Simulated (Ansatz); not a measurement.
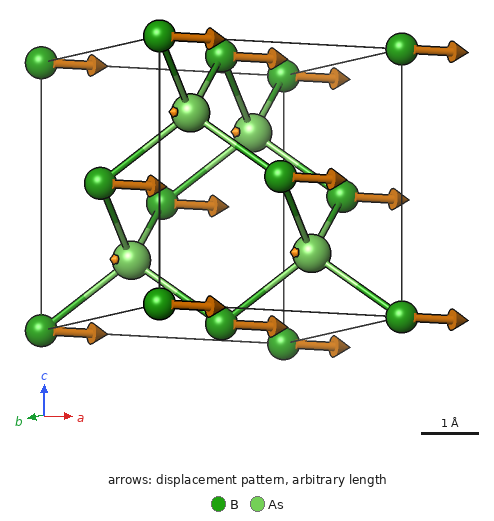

One vibrational mode of crystalline BAs at the zone centre. Displacements are drawn as orange arrows; their common scale and sign are arbitrary. The picture is a ball-and-stick view of the conventional cell (4 times the calculation's cell), seen from a free direction. Lengths and directions refer to the drawn axes.

Method: DFT PBEsol, scalar-relativistic, plane waves, PAW (Ansatz). Settings: plane-wave cutoff 420 eV; k-point mesh 10 × 10 × 10; occupations fixed; no spin polarisation.

Frequencies are those without the non-analytic (LO–TO) term.

Question: What mode is this, and where does it lie in the spectrum?

Answer: This is the T₂ mode (triply degenerate; one member of the set is drawn) at 690 cm⁻¹, the only optical level, infrared- and Raman-active by symmetry. The B sublattice moves against the As sublattice, along a; the kinetic energy is shared as B 87 %, As 13 %. Its infrared intensity is 1.8 (D/Å)²/amu for the set. The value is the transverse one; the longitudinal partner lies at 694 cm⁻¹.
